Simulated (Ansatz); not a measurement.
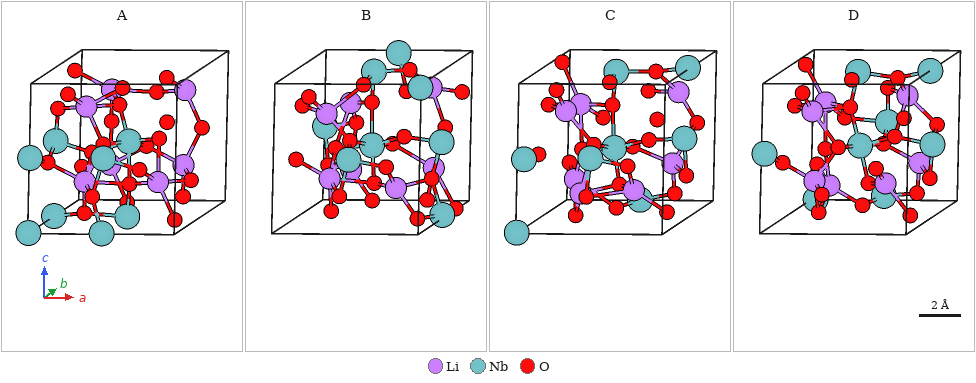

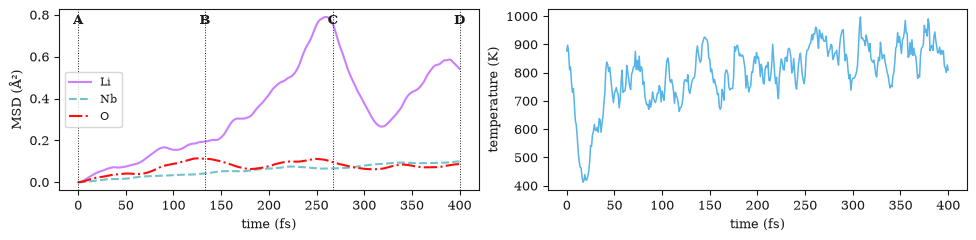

Molecular dynamics of LiNbO3 with a Li vacancy (39 atoms in the cell, charge -1), 400 fs long. Frames (A at 0 fs, B at 133 fs, C at 267 fs, D at 400 fs) and the history of the run. The picture is a ball-and-stick view of the simulation cell, seen slightly off an axis. Atoms that leave the cell re-enter on the other side. Bonds to atoms that aren't drawn are left out.

These are results of DFT PBEsol, scalar-relativistic, plane waves, PAW in Ansatz, not measurements. Set-up: plane-wave cutoff 420 eV; k-point mesh 2 × 2 × 2; Fermi-Dirac smearing 0.05 eV; low-accuracy preset; Langevin thermostat (NVT); set temperature 900 K; time step 1 fs; friction 0.02 per fs.

**What happens in this trajectory?**

Root-mean-square distances from the starting positions over the second half, with the common drift of all atoms taken out: Li 0.71 Å, O 0.29 Å, Nb 0.28 Å. Against the typical shortest distance between atoms in the first frame, about 1.9 Å, the Li atoms wander away from their sites and keep going, while the Nb and O atoms only vibrate. Over the second half the temperature averages 860 K (spread ±59 K). The potential energy in the second half lies on average 103 meV per atom above the first frame.

Limits of the set-up: the program's low-accuracy preset was used; the periodic images lie only 7.6 Å apart, so the values are limited by the cell's size; the cell is charged, on a uniform background, and energies carry no finite-size correction.
